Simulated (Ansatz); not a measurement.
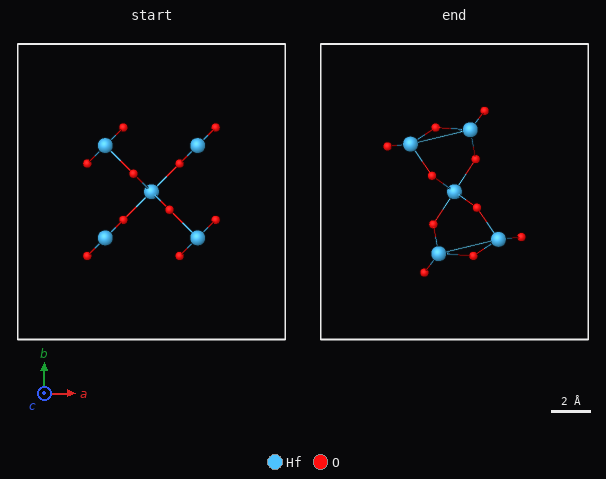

The structure of a wire of composition HfO$_{2}$ before (left) and after (right) a relaxation, at one scale.

The picture is a ball-and-stick view of the 2 repeat of the cell, with the vacuum cut short (origin shifted), seen along the c axis.

Case: wire along [0 0 1], 15 atoms a period.

Computed with DFT PBEsol, scalar-relativistic, plane waves, PAW in Ansatz 0.2.0. Set-up: plane-wave cutoff 420 eV; k-point mesh 1 × 1 × 10; occupations gaussian; smearing width 0.05 eV; no spin polarisation; cell relaxed at fixed a, b, alpha, beta, gamma; force threshold 0.02 eV/Å; at most 45 steps.

Q: What changed between the two?

A: The largest moves relative to the layer's centre, 1.98 Å, are those of O atoms. By element the largest moves are O 1.98 Å, Hf 1.79 Å. Along the periodic axis the drawn cell goes c 6.419 → 6.056 Å (−5.7 %). Near-neighbour distances that change, for instance: Hf–O 4.311 → 2.365 Å, Hf–Hf 4.830 → 3.212 Å, Hf–Hf 3.210 → 3.028 Å, Hf–O 2.085 → 1.936 Å. New bonds form: Hf–Hf (4.83 → 3.21 Å), Hf–O (4.31 → 2.37 Å). Bond angles that change, for instance: O–Hf–O 180.0° → 147.7°, O–Hf–O 100.6° → 88.2°, Hf–O–Hf 100.6° → 88.2°. Over 27 accepted moves (31 points after the start) the energy falls by 6.537 eV per cell of the calculation. Largest force component: 2.1 eV/Å at the start, 0.018 eV/Å at the end. The line search rejected the trial steps at points 15, 27 of the run. The SCF was repeated twice at an unchanged geometry on a basis and grid sized afresh for the cell, which shifted the energy by 30.0 meV per cell of the calculation at most.
